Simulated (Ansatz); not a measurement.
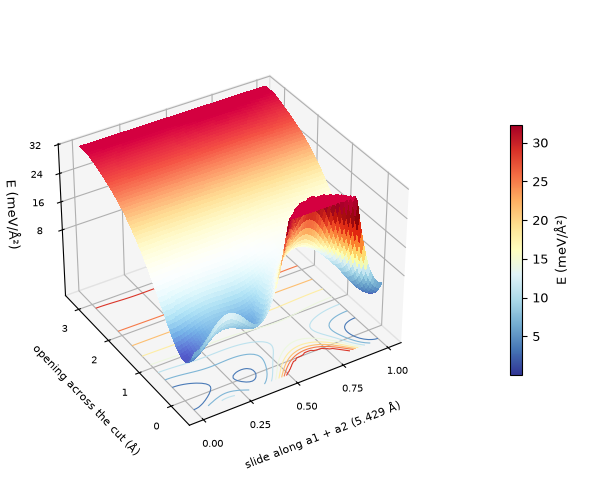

Energy landscape of MoS₂ (R-3m, No. 166; 9 atoms in the cell). Rigid slide and opening across a plane, one cut a cell; the plane is (0 0 1) of the conventional cell, and the faces at the cut hold S and S. Coordinates scanned: (1) slide along a1 + a2 (5.429 Å); (2) opening across the cut. Nothing is relaxed (rigid halves). The scan uses a 12 × 7 grid. Points are written as (first, second). Energies: meV/Å², counted from the lowest grid point. All numbers below come from DFT PBE+D3(BJ), scalar-relativistic, plane waves, PAW in Ansatz 0.2.0. Settings: cutoff 420 eV, k-mesh 14×14×3 in the order of the run's cell vectors, gaussian smearing 0.15 eV, no spin polarisation.

Drawn: a relief with its contours projected below, any walls above the top of the colour scale cut off. Between grid points the surface is interpolated. 

### Summarise what can be read from the map.

The lowest grid point is at (0.000, 0.0 Å). There is a further well near (0.333, 0.0 Å) (3.3 meV/Å² above the lowest at that grid point). The highest grid point, (0.667, −0.3 Å), lies 76.9 meV/Å² above the lowest. On the interpolated surface the easiest way out of the lowest well to the well at (0.333, 0.0 Å) passes a barrier of about 4.6 meV/Å².

Each point was launched as `ansatz run input.yaml --threads 4 --pin off --max-ram 8192MiB --backend cpu --events-out ev --progress --plain --runs-dir out`. Time for the 84 points that were run: 16 min on 4 threads of Intel(R) Xeon(R) 6975P-C (Granite Rapids), with other jobs on the host.

PAW datasets: the set soft_1.
